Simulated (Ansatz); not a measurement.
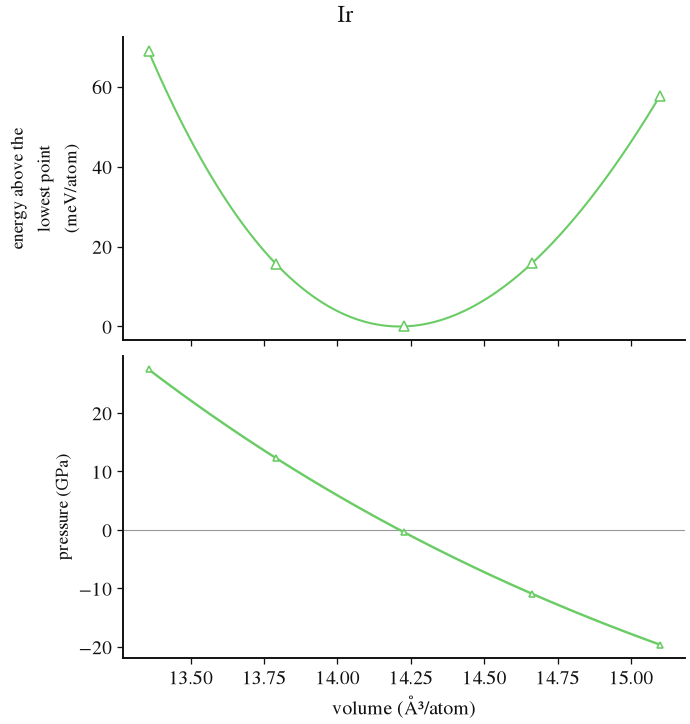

The picture above shows the energy above the lowest point and pressure against volume for Ir, space group Fm-3m (No. 225) (one of a set of cubic test structures, which need not be the stable phase).

How it was computed, with Ansatz 0.2.0 development build: equation of state of a cubic crystal from periodic Kohn-Sham density functional theory without spin, third-order Birch-Murnaghan fit to the free energies; pressure corrected for the finite basis. Level: r2SCAN.

- structure type: fcc
- atoms in cell: 1
- space group number: 225
- lattice centring: face-centred primitive
- k mesh: 15×15×15
- occupation method: Fermi–Dirac
- occupation width: 0.1 eV
- wave cutoff: 500 eV
- datasets: soft-1 PAW
- density tolerance: 1e−07 eV
- bands: 13
- density cutoff ratio: 4
- search for lower states: default

> What equilibrium volume and bulk modulus follow from the curve?

A third-order Birch–Murnaghan fit gives V0 = 14.21 Å³/atom, B0 = 378 GPa and B′ = 5.1.

> Read off the course of the pressure.

It falls from 27.5 GPa at volume 13.36 Å³/atom to −19.6 GPa at 15.10 Å³/atom, and changes sign near 14.21 Å³/atom.

Limits of the calculation: modest k-mesh, values are not fully converged in k.
